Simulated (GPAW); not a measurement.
BN (P6_3/mmc), B K edge of atom 3, with 3 N at 1.44 Å (trigonal planar, site symmetry -6m2). Method: GPAW, LDA, full core hole (charged cell), 16-atom cell with 5.0 Å between holes, 5×5×4 k points, dipole transitions, Gaussian full width 0.9 eV up to 4 eV, rising linearly to 3.5 eV at 25 eV.

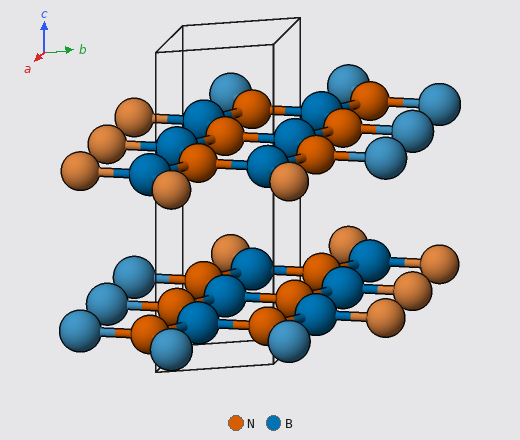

The structure (nitrogen orange, boron blue). 3×2×1 cells are drawn. Some periodic images of atoms are drawn too.

```xyz
4
Lattice="2.4982 0.0000 0.0000 -1.2491 2.1635 0.0000 0.0000 0.0000 6.6357" Properties=species:S:1:pos:R:3 pbc="T T T"
N     1.2491    0.7212    1.6589
N     0.0000    1.4424    4.9768
B     1.2491    0.7212    4.9768
B     0.0000    1.4424    1.6589
```

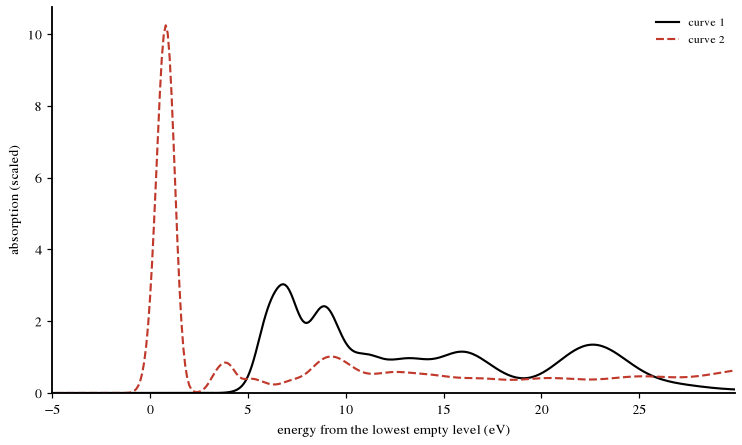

Energy from the lowest empty level; a common scale on which the isotropic spectrum has a mean of 1 over the first 20 eV.

The database entry behind the starting cell differs from later determinations by our own check (about 0.3 % short, minor phase), so it need not match the best structure at ambient conditions.

**Question.** The curves are for the electric vector along different Cartesian axes of the cell as given, averaged over the symmetry-equivalent atoms. Which is which?

Curve 1: along x (⊥ c) (the other in-plane axis gives the same curve within 3 %), main maxima 6.8 eV (3.03), 8.9 eV (2.42) and 22.6 eV (1.35). Curve 2: along z (c), main maxima 0.8 eV (10.25), 3.9 eV (0.84) and 9.3 eV (1.02). A K edge sees empty p states; at this planar three-fold site the curve for the electric vector normal to the plane peaks at 0.8 eV, where it is mainly π* that absorbs: that direction carries over 70 % of the weight there. Each direction probes the empty orbitals that point along it. The holes are only 5.0 Å apart, so the shape is probably not converged with cell size; no larger cell was run here. The mesh is coarse (0.29 Å⁻¹ between points), so small maxima may be mesh ripples.

[Banner, clock and machine lines of the logs are left out without a mark of their own.]

[Logs are printed without paths, hosts, clocks, repeated set-up lines and the standing remarks that a program may print on its own settings, such as how far it seeks lower states.]

[Hosts, paths, dates, database ids (printed as entryN), source tags and the programs' standing remarks are cut or masked in the printed files.]

[Lists of maxima count a maximum above −3 eV only where it reaches 4 % of the highest in the window and stands out from its surroundings by 2 % of it (1.5 % where it reaches 55 %); shoulders and weaker maxima are passed over, and of the rest the first, up to two pre-edge ones and the few strongest are named.]
